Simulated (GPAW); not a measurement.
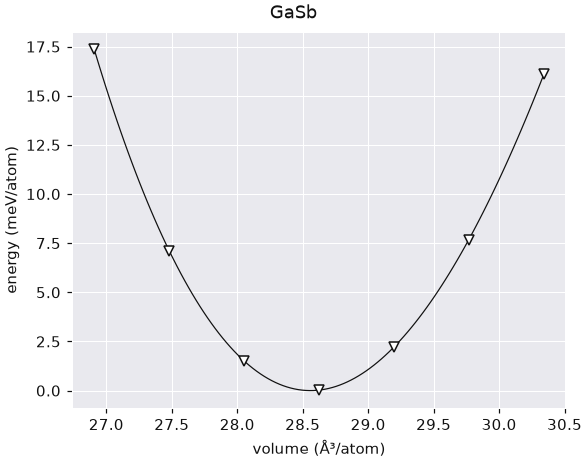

The figure shows the energy against volume for GaSb, space group F-43m (No. 216).

Starting cell:
```xyz
2
Lattice="0.0000 3.0590 3.0590 3.0590 0.0000 3.0590 3.0590 3.0590 0.0000" Properties=species:S:1:pos:R:3 pbc="T T T"
Sb    4.5885    4.5885    4.5885
Ga    0.0000    0.0000    0.0000
```

How it was computed, with GPAW 26.7.0: PAW DFT in plane waves, on a grid or in atomic orbitals, no spin polarisation; energies at scaled volumes of the given cell, shape and fractions fixed, counted from the fit's minimum, third-order Birch-Murnaghan fit. Level: PBEsol.

k mesh 8×8×8; occupations Fermi–Dirac; smearing width 0.05 eV; potentials PAW data sets made by gpaw setup for the functional; wave cutoff 600 eV; program settings basis pw.

From this curve and the settings, what does the calculation give for the pressure at the same points?

The pressure falls from 3.57 GPa at volume 26.91 Å³/atom to −2.76 GPa at 30.34 Å³/atom, and changes sign near 28.55 Å³/atom.

| volume (Å³/atom) | pressure (GPa) |
| --- | --- |
| 26.91 | 3.57 |
| 27.48 | 2.17 |
| 28.05 | 0.94 |
| 28.62 | −0.13 |
| 29.20 | −1.10 |
| 29.77 | −1.98 |
| 30.34 | −2.76 |
